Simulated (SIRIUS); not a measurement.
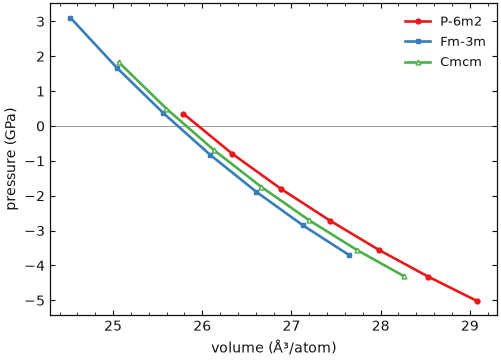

Calculation (SIRIUS 7.12.0): plane-wave DFT, no spin polarisation; energies at scaled volumes of the given cell, shape and fractions fixed, counted from the fit's minimum, third-order Birch-Murnaghan fit. Level: PBEsol.

| setting | value |
| --- | --- |
| occupations | Fermi–Dirac |
| smearing width | 0.05 eV |
| potentials | dojo sr pbesol 0.4.1 standard |
| wave cutoff | 765.3 eV |
| density cutoff | 3061 eV |

Pressure against volume, with one curve for each structure, for PbS.

Settings that differ: P-6m2: k mesh 8×8×7; Fm-3m: k mesh 8×8×8; Cmcm: k mesh 7×7×6.

The fitted equilibrium volumes, smallest first, are Fm-3m 25.721, Cmcm 25.818, P-6m2 25.944 Å³/atom. The fitted bulk moduli, smallest first, are P-6m2 53.7, Cmcm 58.0, Fm-3m 59.3 GPa. For P-6m2, the pressure falls from 0.35 GPa at volume 25.79 Å³/atom to −5.02 GPa at 29.08 Å³/atom, and changes sign near 25.96 Å³/atom. For Fm-3m, the pressure falls from 3.11 GPa at volume 24.52 Å³/atom to −3.71 GPa at 27.65 Å³/atom, and changes sign near 25.73 Å³/atom. For Cmcm, the pressure falls from 1.83 GPa at volume 25.06 Å³/atom to −4.31 GPa at 28.26 Å³/atom, and changes sign near 25.82 Å³/atom.

Caveats: spin-orbit coupling left out, heavy elements; shape and atomic fractions are frozen while scaling, which makes layered, chain and framework solids too stiff.
